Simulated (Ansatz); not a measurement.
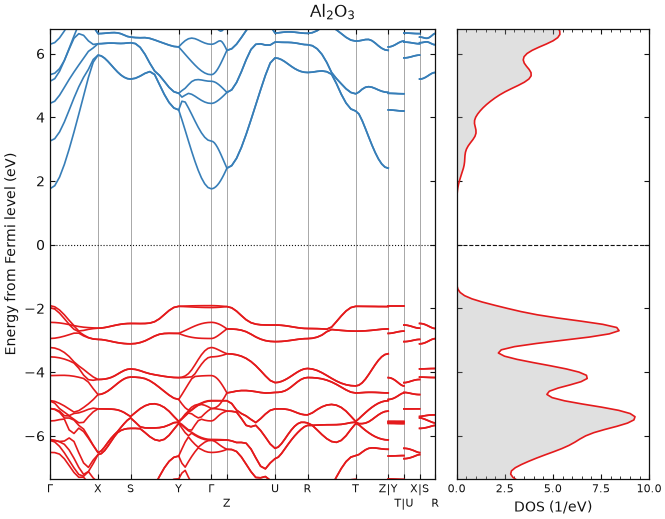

Band structure and density of states. Energies are counted from the Fermi level. The DOS curve is built from the levels of the k mesh with Gaussians 0.55 eV wide, which also blur the band edges; ripples of that width can come from the mesh.

> What lattice type does the k path imply?

A primitive orthorhombic lattice: the path Γ–X–S–Y–Γ–Z–U–R–T–Z|Y–T|U–X|S–R runs through the special points of its Brillouin zone.

System: Al₂O₃, space group Pnnm (No. 58), 10 atoms in the cell; a = 4.61 Å, b = 9.56 Å, c = 3.12 Å, α = 90.00°, β = 90.00°, γ = 90.00°.

Method: revPBE, Ansatz PAW, no spin polarisation, no spin-orbit coupling, 6×3×9 k mesh, 420 eV cutoff (Ansatz).

> What does the band structure say about the gap?

A wide-gap semiconductor or insulator. The gap along this path is 3.67 eV and direct: both edges lie at Γ. At Y the top valence band lies only 0.02 eV lower.

The PAW data sets were made with another functional. LDA, GGA and most meta-GGA functionals understate gaps. The usual form of Al2O3 is corundum. In reduced coordinates of the cell that was run, X is (0, 0, 0.5), S is (0.5, 0, 0.5), Y is (0.5, 0, 0), Z is (0, 0.5, 0), U is (0, 0.5, 0.5), R is (0.5, 0.5, 0.5) and T is (0.5, 0.5, 0).
